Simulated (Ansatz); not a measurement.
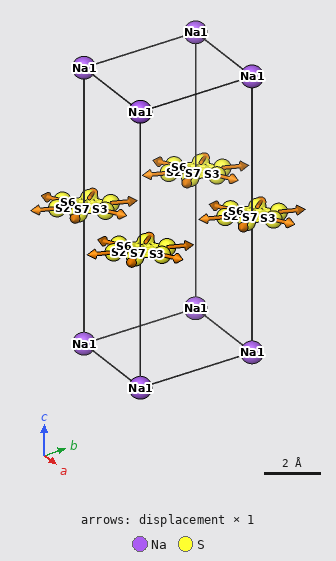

A relaxation of solid NaS6 (a generated structure, set up in P6/mmm) (coarse preliminary run). The starting structure is drawn; orange arrows show the displacements (the part carried along by the change of the cell is left out), at their true length.

The picture is a ball-and-stick view of the cell of the calculation, seen slightly off an axis.

Level of theory: DFT PBE, scalar-relativistic, plane waves, PAW (Ansatz 0.2.0).

Input
```yaml
crystal:
  lattice:
    - [6.11396662, 0.0, 0.0]
    - [-3.05698331, 5.29485041, 0.0]
    - [0.0, 0.0, 10.251207]
  atoms:
    - { symbol: Na, position: [0.0, 0.0, 0.0] }
    - { symbol: S, position: [0.90426519, 0.80853038, 0.5] }
    - { symbol: S, position: [0.19146962, 0.09573481, 0.5] }
    - { symbol: S, position: [0.90426519, 0.09573481, 0.5] }
    - { symbol: S, position: [0.09573481, 0.19146962, 0.5] }
    - { symbol: S, position: [0.80853038, 0.90426519, 0.5] }
    - { symbol: S, position: [0.09573481, 0.90426519, 0.5] }
basis:
  ecutwfc: 420
kpoints:
  mp_grid: { grid: [3, 3, 2] }
hamiltonian:
  xc: pbe
scf:
  occupations: { method: gaussian, width: 0.1 }
  lower_state_search: "off"
output:
  forces: true
  stress: true
  eigenvalues: true
relax:
  adjacent_minimum: "off"
  f_tol: 0.04
  max_steps: 70
  cell: { stress_tol: 0.4 }
```

Run as
```bash
ansatz run input.yaml --threads 1 --pin off --max-ram 2560MiB --backend cpu --events-out ev --progress --plain --runs-dir out
```

What happened in the run?

Answer. Over 17 accepted moves (18 points after the start) the energy falls by 436.695 eV per cell of the calculation. The largest force component goes from 300 to 0.0089 eV/Å. The pressure goes from 290.05 to 0.08 GPa. The SCF was repeated once at an unchanged geometry on a basis and grid sized afresh for the cell, which shifted the energy by 8.5 meV per cell of the calculation at most. The largest moves relative to the cell, 1.03 Å, are those of S2, S3, S4, S5, S6 and S7. S3 goes along [2 1 0]. Na stays in place. The volume changes by −42.8 %, with a = b 6.114 → 6.945 Å (+13.6 %), c 10.251 → 4.548 Å (−55.6 %). Near-neighbour distances that change, for instance: S2–S5 2.028 → 4.362 Å, Na1–S2 5.225 → 3.151 Å, S2–S3 1.756 → 3.778 Å, S2–S6 1.014 → 2.181 Å. New bonds form, among them: Na1–S2 (5.22 → 3.15 Å), Na1–S3 (5.22 → 3.15 Å), Na1–S4 (5.22 → 3.15 Å), Na1–S5 (5.22 → 3.15 Å). Bonds break, among them: S2–S3 (1.76 → 3.78 Å), S2–S4 (1.76 → 3.78 Å), S2–S5 (2.03 → 4.36 Å), S3–S4 (1.76 → 3.78 Å). The space group stays P6/mmm (No. 191).
